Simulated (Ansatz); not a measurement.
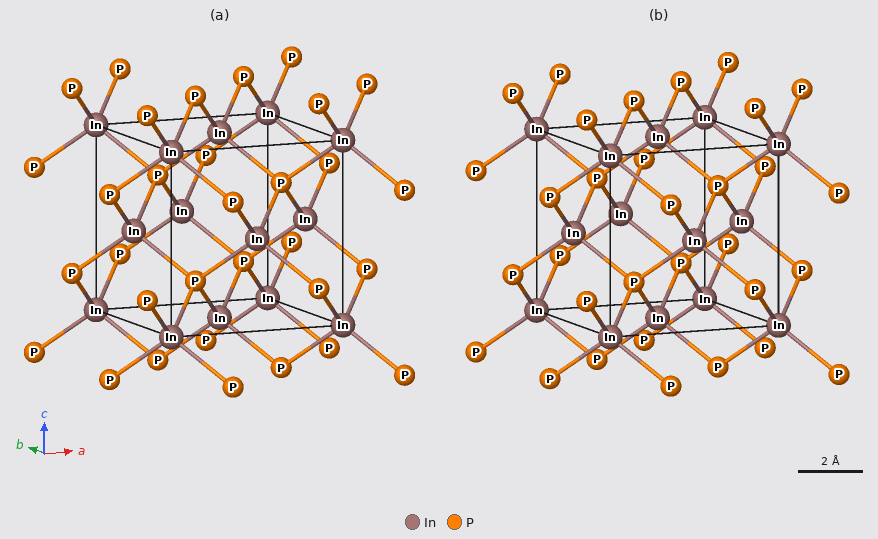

The structure of solid InP (set up in F-43m) before (left) and after (right) a relaxation, at one scale.

A ball-and-stick model of the conventional cell (4 times the calculation's cell), seen slightly off an axis. Lengths and directions refer to the drawn axes.

Case: relaxed at 8 GPa.

All numbers below come from DFT PBE, scalar-relativistic, plane waves, PAW in Ansatz. Settings: plane-wave cutoff 420 eV; k-point mesh 10 × 10 × 10; occupations fixed; target pressure 8 GPa; no spin polarisation; cell and atoms relaxed; force threshold 0.001 eV/Å; at most 60 steps.

Summarise the run.

Answer. No atom moves by more than 0.005 Å relative to the cell. The volume changes by −5.8 %, with a = b = c 5.870 → 5.754 Å (−2.0 %). Some distances before and after: In–P 2.542 → 2.492 Å. The space group stays F-43m (No. 216). The energy rises by 98.3 meV per cell of the calculation in 3 accepted moves (4 points after the start). With the target pressure of 8 GPa, the enthalpy E + pV changes by −48.3 meV per cell of the calculation. All forces vanish by symmetry, so only the cell relaxes. The pressure goes from 3.00 to 7.99 GPa. At 1 point the geometry stayed and the basis and grid were re-selected for the new cell (energy shift of 0.7 meV per cell of the calculation at most each time). The run took 15 s on 1 thread of Arm Neoverse V2, with other jobs on the host, peak memory 0.33 GiB.
